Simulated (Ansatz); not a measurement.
System SiGe (space group P6_3mc, No. 186); source of the atomic positions: the input geometry of an electronic-structure calculation (not necessarily at equilibrium).

```cif
data_structure
_symmetry_space_group_name_H-M 'P 1'
_symmetry_Int_Tables_number 1
_cell_length_a 3.9045
_cell_length_b 3.9045
_cell_length_c 6.4508
_cell_angle_alpha 90.000
_cell_angle_beta 90.000
_cell_angle_gamma 120.000
_cell_volume 85.17
loop_
_atom_site_label
_atom_site_type_symbol
_atom_site_fract_x
_atom_site_fract_y
_atom_site_fract_z
_atom_site_occupancy
Si1 Si 0.66667 0.33333 0.87461 1
Si2 Si 0.33333 0.66667 0.37461 1
Ge1 Ge 0.66667 0.33333 0.50039 1
Ge2 Ge 0.33333 0.66667 0.00039 1
```

Bonds are taken as Ge–Si below 2.7 Å; no other contact counts. The graph is simplified in the usual way: terminal and isolated atoms are pruned, two-connected atoms become edges.

Derive the underlying net.

The result is a uninodal 4-connected, three-periodic net: Si and Ge are 4-connected nodes. It is the lon net, known from lonsdaleite, wurtzite and tridymite. It is a single net, without interpenetration.

```json
{"node": "Si and Ge", "links": "4", "point symbol": "6^6", "coordination sequence": "4 12 25 44 67 96"}
```

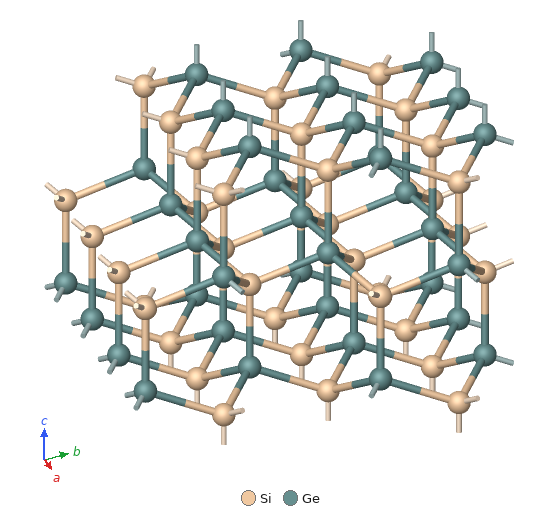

Nodes are coloured by element. Short stubs are edges that leave the cut-out.
